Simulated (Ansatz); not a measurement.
Run report: PtTe2, single-point calculation (part 3 of 3)

PtTe2 (P-3m1, 3 atoms in the cell); DFT r2SCAN+U, scalar-relativistic, plane waves, PAW, Ueff = 1 eV on Pt atom 3 d, spin-polarised (Ansatz 0.2.0); cutoff 500 eV, 6×6×4 k-mesh, Gaussian smearing of 0.05 eV, collinear spins. The structure derives from an entry of the Crystallography Open Database. It belongs to a series of runs on one base structure; here: random orbitals: random, high filling.

The program's output, continued:
```
--- Forces (eV/Å), atoms counted from 1 ---
  atom   1  Te     0.00000013     0.00000000     0.82433812
  atom   2  Te    -0.00000013    -0.00000000    -0.82433812
  atom   3  Pt     0.00000000     0.00000000     0.00000000
  max |Σ_I F_I| component: 0.00e0 eV/Å
--- Stress (GPa, compression-positive) ---
        6.050283       0.000003      -0.000002
        0.000003       6.050282      -0.000000
       -0.000002      -0.000000       6.211125
  P = ⅓ Tr σ = 6.1039 GPa (61.039 kbar)
--- Band table (eV; the first three rows and the last of 152) ---
  k-point 0 ↑: bands = ["-87.4780", "-41.1627", "-41.1627", "-41.0298", "-24.7280", "-24.7280", "-24.7093", "-24.7093", "-24.7088", "-24.7082", "-24.7082", "-24.7049", "-24.6958", "-24.6958", "-0.9665", "2.7765", "6.5526", "7.3425", "7.3425", "9.2961", "9.2961", "10.7110", "13.2096", "13.2096", "15.0258", "15.0258", "15.2903", "16.9505", "18.7599", "20.0799", "20.0799", "23.9179", "24.0340"]
  k-point 1 ↑: bands = ["-87.4780", "-41.1627", "-41.1627", "-41.0298", "-24.7253", "-24.7253", "-24.7105", "-24.7105", "-24.7100", "-24.7100", "-24.7082", "-24.7054", "-24.6956", "-24.6956", "-0.6923", "1.9149", "7.3825", "7.3825", "7.5897", "9.2763", "9.2763", "10.8917", "12.8627", "12.8627", "14.0242", "15.5975", "15.5975", "17.4214", "19.5091", "19.6702", "19.6702", "22.6833", "22.7932"]
  k-point 2 ↑: bands = ["-87.4780", "-41.1627", "-41.1627", "-41.0298", "-24.7208", "-24.7208", "-24.7144", "-24.7144", "-24.7108", "-24.7108", "-24.7072", "-24.7064", "-24.6953", "-24.6953", "-0.2266", "1.0298", "7.4237", "7.4237", "8.5532", "9.2578", "9.2578", "11.5275", "12.4172", "12.5949", "12.5949", "16.1961", "16.1961", "18.2853", "19.1460", "19.1460", "20.1386", "21.3034", "21.6335"]
  k-point 75 ↓: bands = ["-87.4780", "-41.1667", "-41.1638", "-41.0295", "-24.7224", "-24.7224", "-24.7183", "-24.7105", "-24.7101", "-24.7060", "-24.7040", "-24.6990", "-24.6975", "-24.6961", "1.1748", "1.6595", "6.0221", "7.8266", "7.8624", "8.8211", "9.5308", "9.6461", "10.0955", "11.0357", "13.0285", "14.4861", "15.3891", "18.4244", "18.5470", "20.6358", "22.7239", "23.7097", "25.8533"]
Occupation matrices written to [file]
--- Löwdin populations: 3 sites ---
  site symbol       q [e]    m [muB]
     0     Te     15.9671    -0.0000
     1     Te     15.9671    -0.0000
     2     Pt     17.7994    -0.0000
  spilling = 0.005329 (of n_electrons = 50.000000)
--- Occupation matrices: 1 shell (run DFT+U table (all-electron-ortho-atomic); ε = 4.69e-4) ---
  Pt2 d_5D: site group D3d (-3m)
  Pt2 d_5D up     Tr n = 4.4833  λ = 0.777 0.777 0.975 0.977 0.977  [2× yz 0.30 Eg(1.00) | z2 1.00 A1g(1.00) | 2× x2-y2 0.30 Eg(1.00)]
  Pt2 d_5D dn     Tr n = 4.4833  λ = 0.777 0.777 0.975 0.977 0.977  [2× xz 0.30 Eg(1.00) | z2 1.00 A1g(1.00) | 2× xy 0.30 Eg(1.00)]
  specified occupation → Pt2 d_5D up: matrix, ‖Δ‖_F = 0.2730, Tr Δ = +0.3667, displaced = 0.2024, d_λ = 0.2730; orbital distance = 0.0000
  specified occupation → Pt2 d_5D dn: matrix, ‖Δ‖_F = 1.7254, Tr Δ = -3.4333, displaced = 1.7167, d_λ = 1.7247; orbital distance = 0.7162
  Tr n, λ and their labels are of the run-group-symmetrised matrices; stabiliser: 24 of 24 elements of G0×{1,Θ} (closed), max defect 7.5e-7 at τ = 1.0e-4
```

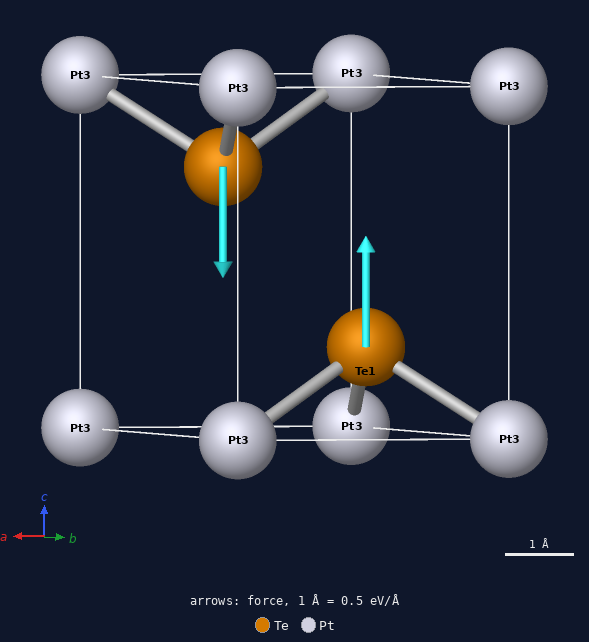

*Forces on the atoms as teal arrows (ball-and-stick view of the cell of the calculation, seen at an oblique angle; atoms are numbered from 1 in the order of the input).*

The largest act on Te1, Te2 (0.82 eV/Å). The geometry is not a stationary point of this energy.

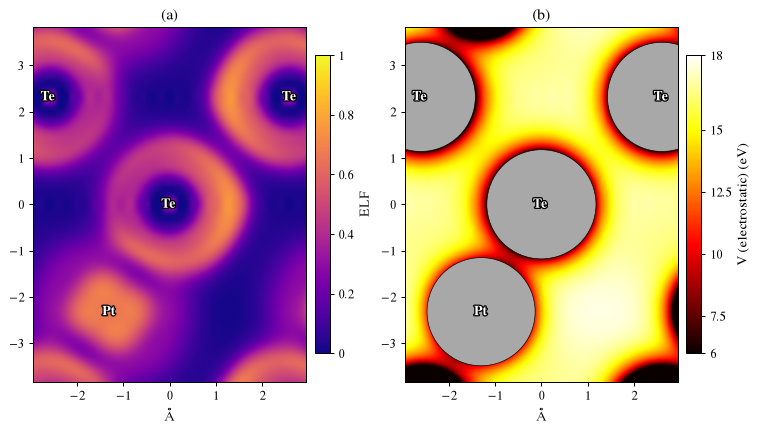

*(a) electron localisation function; (b) electrostatic potential energy of an electron on the (110) plane of the conventional cell. Grey discs, where drawn, cover atomic cores.*

The plane passes through Te and Pt nuclei. Te–Pt (2.66 Å): the ELF is about 0.55 at the midpoint. The strong features right at Pt lie inside the PAW spheres (semicore, d or f shells) and say nothing about bonding. Outside the cores the potential energy rises away from the atoms and is highest about 2.6 Å from the nearest atoms; outside the discs it spans about 11 eV, and its zero is arbitrary. Core electrons are frozen (PAW), so the fields are smoothed inside the atomic spheres.

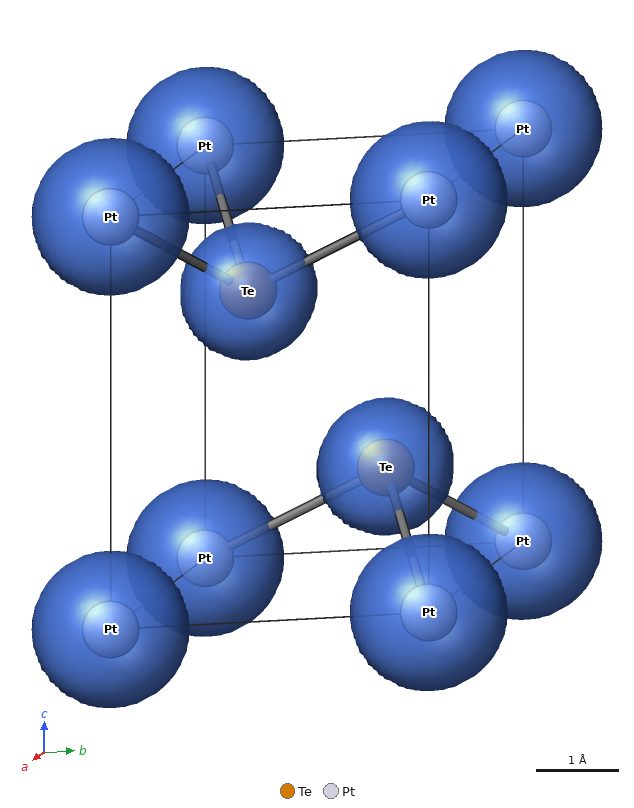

*Isosurface of the valence charge density (pseudo) at 1 e/Å³ (blue), seen slightly off an axis. Sticks mark near contacts. The outline is the cell set on symmetry axes.*

At this value the density breaks into separate islands; it holds about 70 % of the electrons treated as valence (semicore included). It is pinched off along the Te–Pt (2.66 Å) contacts. On the grid the lowest density along these lines, outside the cores, is 0.52 e/Å³ (Te–Pt, 2.66 Å).

The run was set up as follows.

Input file:
```yaml
crystal:
  lattice:
    - [4.01799945, 0.0, 0.0]
    - [-2.00899973, 3.4796896, 0.0]
    - [0.0, 0.0, 5.21199933]
  atoms:
    - { symbol: Te, position: [0.3333333333, 0.6666666667, 0.25] }
    - { symbol: Te, position: [0.6666666667, 0.3333333333, 0.75] }
    - { symbol: Pt, position: [0.0, 0.0, 0.0], spin: 4.0 }
basis:
  ecutwfc: 500
  ecutrho_ratio: 4
kpoints:
  mp_grid: { grid: [6, 6, 4] }
hamiltonian:
  xc: r2scan
  hubbard:
    sites:
      - { site: 2, l: d, u_eff: 1.0, starting_ns: [{ spin: up, occupation_matrix: s2up }, { spin: down, occupation_matrix: s2down }] }
    occupation_matrices:
      s2up:
        matrix:
          - [0.97, 0.0, 0.0, 0.0, 0.0]
          - [0.0, 0.97, 0.0, 0.0, 0.0]
          - [0.0, 0.0, 0.97, 0.0, 0.0]
          - [0.0, 0.0, 0.0, 0.97, 0.0]
          - [0.0, 0.0, 0.0, 0.0, 0.97]
      s2down:
        matrix:
          - [0.02607, 0.03262, 0.02883, -0.03642, -0.05007]
          - [0.03262, 0.19536, 0.15497, -0.19575, -0.26915]
          - [0.02883, 0.15497, 0.15695, -0.17299, -0.23786]
          - [-0.03642, -0.19575, -0.17299, 0.23851, 0.30045]
          - [-0.05007, -0.26915, -0.23786, 0.30045, 0.43312]
    ns_hold: { iters: 12 }
scf:
  occupations: { method: gaussian, width: 0.05 }
  lower_state_search: "off"
  max_iter: 150
output:
  forces: true
  stress: true
  eigenvalues: true
  populations: true
  hubbard: { sites: [{ site: 2, l: d }] }
  write_density: true
  write_potential: true
  elf: true
  volumetric_format: npy
magnetization:
  spin_polarized: true
```

Launch command:
```bash
ansatz run input.yaml --threads 4 --pin off --max-ram 6144MiB --backend cpu --events-out ev --progress --plain --runs-dir out
```

Summary:

- outcome: converged
- space group (tolerance 0.01 Å): P-3m1 (164)
- electrons treated: 50
- free energy: −26527.2169 eV
- Fermi energy: 13.907 eV
- gap on the k-point mesh: none (metallic)
- net moment of the cell: 0.00 μB
- integrated absolute moment: 0.00 μB
- pressure: 6.10 GPa
- largest force (length of the vector): 0.824 eV/Å
- hardware: 4 threads of Intel Xeon @ 2.60GHz (Ice Lake), 24 GiB of memory available, shared host
- wall time: 30 s (CPU time 1.8 min)
- peak memory: 0.95 GiB

Remarks:

Warnings of the run: some starting moments were not kept; the typed occupations were not kept; the state was not tested for a lower one; the occupation matrices lower the symmetry. Spin–orbit coupling is left out, which matters for Pt. The cell is under a pressure of 6.1 GPa at this level, so it is not at its equilibrium volume.
